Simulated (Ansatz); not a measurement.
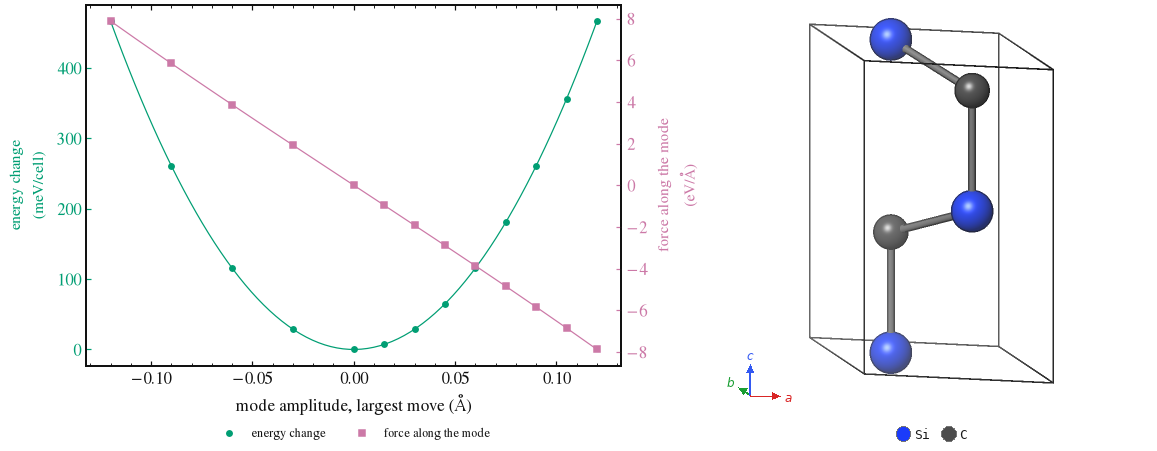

How it was computed, with Ansatz 0.2.0: a normal mode of the cell frozen into a crystal at growing amplitude, by plane-wave density functional theory with PAW datasets, free energies less that of the undisturbed cell; scalar-relativistic. Level: LDA, no spin polarisation.

| setting | value |
| --- | --- |
| wave cutoff | 420 eV |
| k mesh | 12×12×6 |
| occupations | Gaussian |
| smearing width | 0.05 eV |
| k shift | (0, 0, 0) (mesh steps) |
| start | as given |

The given structure:
```xyz
4
Lattice="3.0760 0.0000 0.0000 -1.5380 2.6639 0.0000 0.0000 0.0000 5.0480" Properties=species:S:1:pos:R:3 pbc="T T T"
Si    0.0000    1.7759    0.0000
Si    1.5380    0.8880    2.5240
C     0.0000    1.7759    1.9435
C     1.5380    0.8880    4.4675
```

Displacement pattern for amplitude 1 (x, y, z for each atom, in the order of the cell):
```tsv
atom	x	y	z
Si1	0.00	0.00	1.00
Si2	0.00	0.00	-1.00
C3	0.00	0.00	-0.23
C4	0.00	0.00	0.23
```

**Figure.** Energy change and force along the mode against mode amplitude for SiC, space group P6_3mc (No. 186). The cell is drawn beside the plot.

The points at mode amplitude −0.09, −0.03, 0.06 and 0.12 follow from computed ones by symmetry.

The energy rises on both sides of the starting structure, which is therefore a minimum along this path. The energy change is 466.8 meV/cell at mode amplitude −0.120 Å and 466.8 meV/cell at 0.120 Å; the lowest computed point is at mode amplitude 0.000 Å (0.0 meV/cell), in a single well. The force along the mode falls from 7.9 eV/Å at mode amplitude −0.120 Å to −7.9 eV/Å at 0.120 Å, and changes sign near 0.000 Å. The harmonic force constant k (E = k x²/2 near the start) is 64 eV/Å². The phonon wavenumber is 551 cm⁻¹.

Keep in mind: reference crystal is not relaxed.
